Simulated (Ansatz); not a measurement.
**GaSb: density, localisation and related maps**

Input file:

```
crystal:
  lattice:
    - [0.0, 3.059, 3.059]
    - [3.059, 0.0, 3.059]
    - [3.059, 3.059, 0.0]
  atoms:
    - { symbol: Sb, position: [0.749499, 0.741686, 0.75242] }
    - { symbol: Ga, position: [-0.002869, 0.009986, 0.001218] }
hamiltonian:
  xc: pbe
  pseudopotentials: { kind: paw }
kpoints:
  mp_grid: { grid: [8, 8, 8] }
scf:
  occupations: { method: fermi_dirac, width: 0.05 }
output:
  forces: true
  stress: true
  eigenvalues: true
  write_density: true
  write_potential: true
  elf: true
  volumetric_format: npy
```

Launched as:

```sh
ansatz run input.yaml --threads 1 --pin off --max-ram 2560MiB --backend cpu --events-out ev --progress --plain --runs-dir out
```

Below, planes, directions and counts refer to the conventional cell (a = 7.49 Å, b = 4.33 Å, c = 4.33 Å, α = 90.00°, β = 125.26°, γ = 90.00°).

Space group Cm; changed on purpose from its base cell (atoms moved at random by about 0.05 A); not relaxed (largest force 0.6 eV/Å); computed pressure about 2 GPa in this cell.

These are results of Kohn-Sham DFT of a periodic cell, PBE, Ansatz PAW in Ansatz, not measurements.

The density is the valence pseudo-density of a PAW calculation; it isn't the true density close to the nuclei.

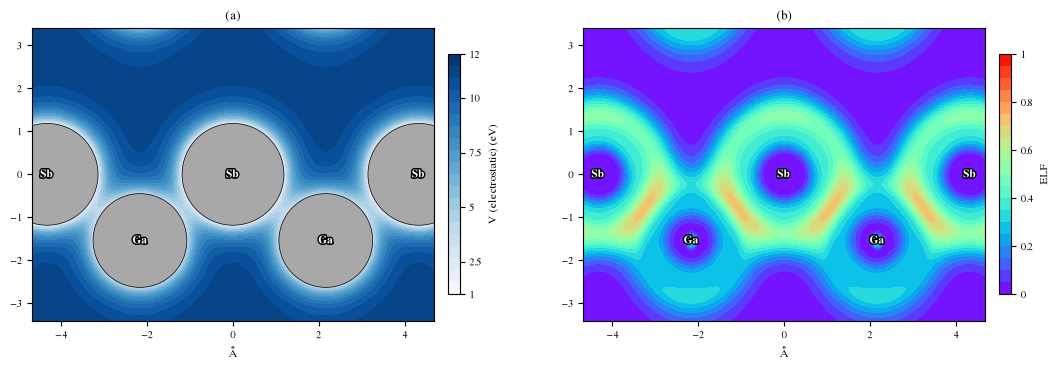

Figure 1. (a) electrostatic potential energy of an electron; (b) ELF on the (101̄) plane of the conventional cell. Grey discs cover the atomic cores in the potential map.

### What do the fields say about this system?

The section cuts through Sb and Ga sites. Ga–Sb (2.65 Å): the ELF peaks at about 0.70 between the atoms. The features right at Ga lie inside the PAW spheres, where the map follows smoothed inner orbitals and isn't to be read closely. Outside the cores the potential energy rises away from the atoms and is highest about 2.6 Å from the nearest atoms; its zero is arbitrary.

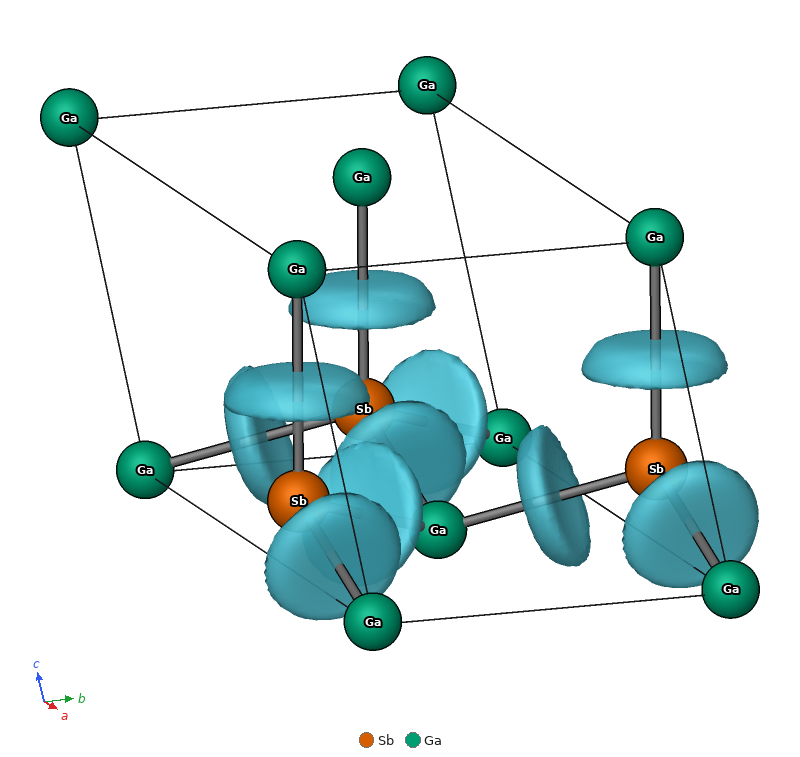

Figure 2. Isosurface of the electron localisation function at 0.6 (cyan), seen slightly off an axis. Core shells and regions of very low density are left out. Sticks mark near contacts.

### Where are the electrons localised?

At this value the surface marks out eight regions between bonded Ga–Sb atoms (shared pairs), counted in one cell of 4 atoms. Regions shared between cells count once. Profiles from the grid: Ga–Sb (2.58 Å): the ELF peaks at about 0.70 between the atoms.
